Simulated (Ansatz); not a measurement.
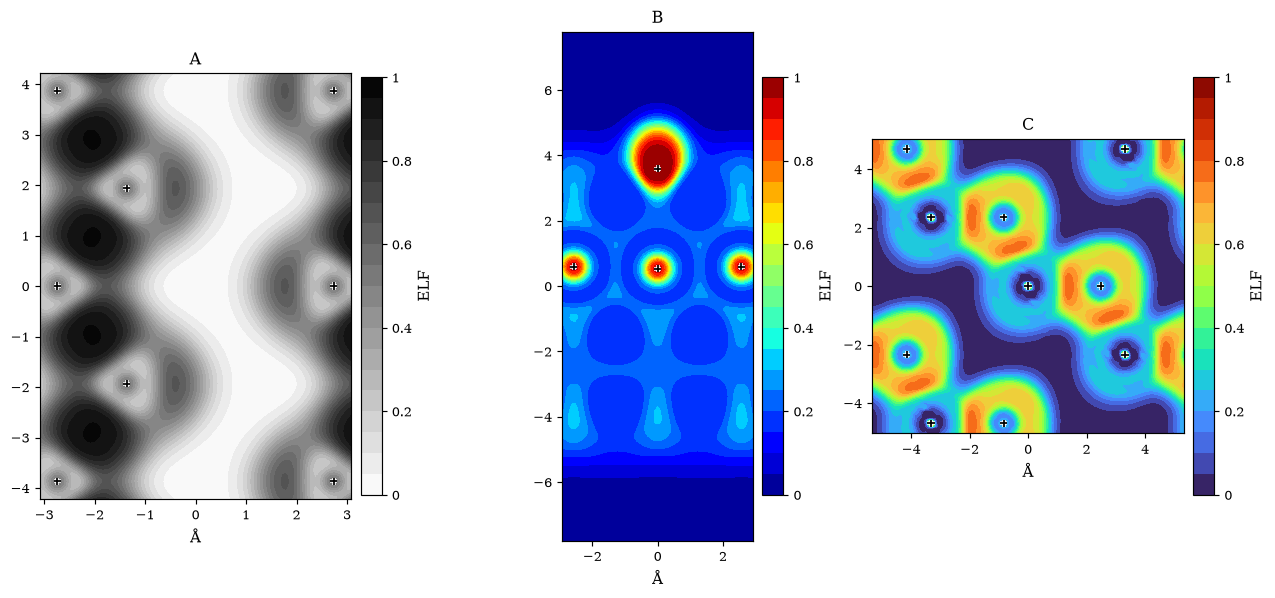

The ELF of 3 systems, each on a plane through atoms (crosses mark nuclei in the plane).

These are results of DFT PBE, scalar-relativistic, plane waves, PAW (Ansatz 0.2.0), not measurements.

System 1: GaAs, the (100) plane of the calculation cell. Space group F-43m.

```cif
data_structure
_symmetry_space_group_name_H-M 'P 1'
_symmetry_Int_Tables_number 1
_cell_length_a 9.9513
_cell_length_b 9.9513
_cell_length_c 9.9513
_cell_angle_alpha 109.471
_cell_angle_beta 109.471
_cell_angle_gamma 109.471
_cell_volume 758.61
loop_
_atom_site_label
_atom_site_type_symbol
_atom_site_fract_x
_atom_site_fract_y
_atom_site_fract_z
_atom_site_occupancy
Ga1 Ga 0.25000 0.50000 0.25000 1
Ga2 Ga 0.00000 0.50000 0.50000 1
Ga3 Ga 0.50000 0.25000 0.25000 1
Ga4 Ga 0.25000 0.25000 0.50000 1
Ga5 Ga 0.00000 0.25000 0.75000 1
Ga6 Ga 0.75000 0.50000 0.75000 1
Ga7 Ga 0.50000 0.50000 0.00000 1
Ga8 Ga 0.00000 0.75000 0.25000 1
Ga9 Ga 0.75000 0.00000 0.25000 1
Ga10 Ga 0.50000 0.00000 0.50000 1
Ga11 Ga 0.25000 0.00000 0.75000 1
Ga12 Ga 0.00000 0.00000 0.00000 1
Ga13 Ga 0.75000 0.25000 0.00000 1
Ga14 Ga 0.75000 0.75000 0.50000 1
Ga15 Ga 0.50000 0.75000 0.75000 1
Ga16 Ga 0.25000 0.75000 0.00000 1
As1 As 0.25000 0.75000 0.25000 1
As2 As 0.00000 0.75000 0.50000 1
As3 As 0.50000 0.50000 0.25000 1
As4 As 0.25000 0.50000 0.50000 1
As5 As 0.00000 0.50000 0.75000 1
As6 As 0.75000 0.75000 0.75000 1
As7 As 0.50000 0.75000 0.00000 1
As8 As 0.00000 0.00000 0.25000 1
As9 As 0.75000 0.25000 0.25000 1
As10 As 0.50000 0.25000 0.50000 1
As11 As 0.25000 0.25000 0.75000 1
As12 As 0.00000 0.25000 0.00000 1
As13 As 0.75000 0.50000 0.00000 1
As14 As 0.75000 0.00000 0.50000 1
As15 As 0.50000 0.00000 0.75000 1
As16 As 0.25000 0.00000 0.00000 1
```

System 2: Si, the (011) plane of the conventional cell. Space group Fd-3m.

```
CELL_PARAMETERS angstrom
5.46968 0.00000 0.00000
0.00000 5.46968 0.00000
0.00000 0.00000 5.46968
ATOMIC_POSITIONS crystal
Si 0.25000 0.25000 0.25000
Si 0.75000 0.75000 0.25000
Si 0.75000 0.25000 0.75000
Si 0.25000 0.75000 0.75000
Si 0.00000 0.00000 0.00000
Si 0.50000 0.50000 0.00000
Si 0.50000 0.00000 0.50000
Si 0.00000 0.50000 0.50000
```

System 3: Cu16H (slab), the (010) plane of the calculation cell, a cut from vacuum to vacuum. Computed without spin polarisation.

```
CELL_PARAMETERS angstrom
5.13324 0.00000 0.00000
-2.56662 4.44552 0.00000
0.00000 0.00000 25.28691
ATOMIC_POSITIONS crystal
Cu 0.33333 0.16667 0.33614
Cu 0.33333 0.66667 0.33614
Cu 0.83333 0.16667 0.33614
Cu 0.83333 0.66667 0.33614
Cu 0.66667 0.33333 0.41902
Cu 0.66667 0.83333 0.41902
Cu 0.16667 0.33333 0.41902
Cu 0.16667 0.83333 0.41902
Cu 0.00000 0.50000 0.49902
Cu 0.99908 0.99954 0.50147
Cu 0.50046 0.50092 0.50147
Cu 0.50046 0.99954 0.50147
Cu 0.33221 0.66611 0.58373
Cu 0.33333 0.16667 0.58189
Cu 0.83389 0.66611 0.58373
Cu 0.83389 0.16779 0.58373
H 0.00000 0.50000 0.62006
```

**Which map belongs to which system?**

Panel A is system 2, Si: the plane holds Si. Si–Si (2.37 Å): the ELF peaks at about 0.95 between the atoms (localised, covalent bonding). Panel B is system 3, Cu16H: the plane holds Cu and H. Cu–Cu (2.57 Å): the ELF is about 0.20 at the midpoint (no localised pair shows between them). Panel C is system 1, GaAs: the plane holds Ga and As. Ga–As (2.49 Å): the ELF peaks at about 0.80 between the atoms (localised, covalent bonding).
